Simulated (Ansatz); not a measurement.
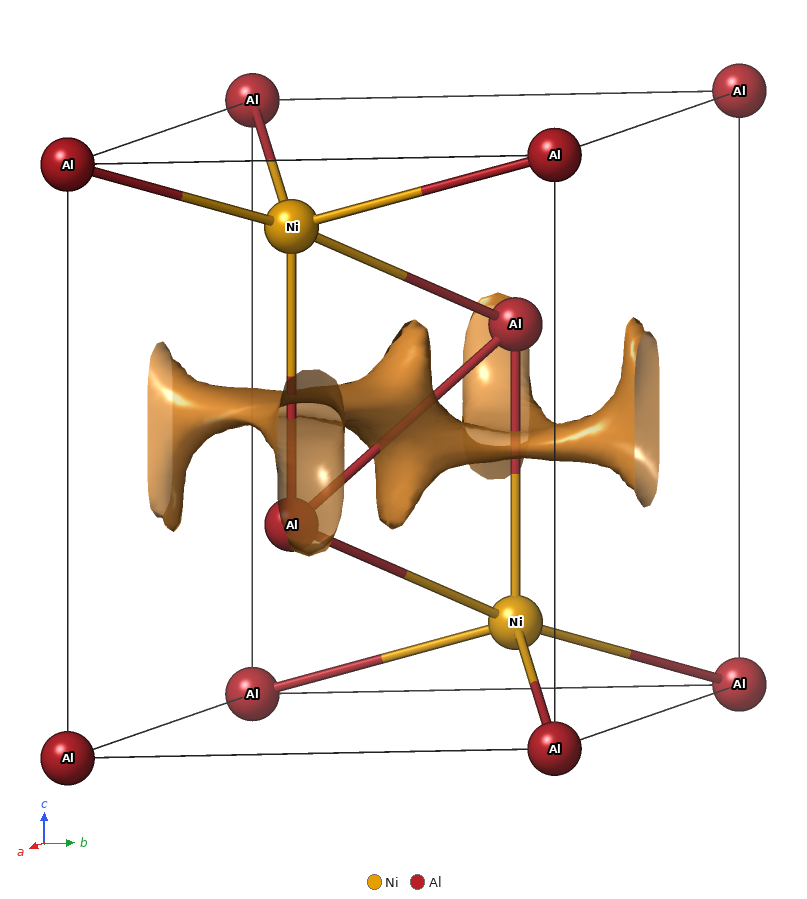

Al₃Ni₂. Isosurface of the electron localisation function at 0.65 (orange), seen slightly off an axis. Only the valence region is drawn (cores and ρ < 0.01 e/Å³ removed). Sticks mark near contacts.

Space group P-3m1; a structure from a database of computed crystals, not necessarily the ambient phase; the program warned that a starting moment wasn't kept; spin-polarised, but the moments vanished.

These are results of Kohn-Sham DFT of a periodic cell, LDA, Ansatz PAW (Ansatz 0.2.0), not measurements.

Core electrons are frozen (PAW), and the valence fields are smoothed inside the atomic spheres.

Identify the bonds, lone pairs and shells in this picture.

At this value the surface marks out sheets that run through the cell in two directions, counted in one cell of 5 atoms. Regions shared between cells count once.

Values along the shortest contacts:
Al–Ni (2.39 Å): the ELF is about 0.40 at the midpoint. Ni–Ni (2.68 Å): the ELF is about 0.30 at the midpoint.

Does the calculation make it a metal, or give it a gap?

It is metallic or semimetallic at this level of theory: no gap opens.
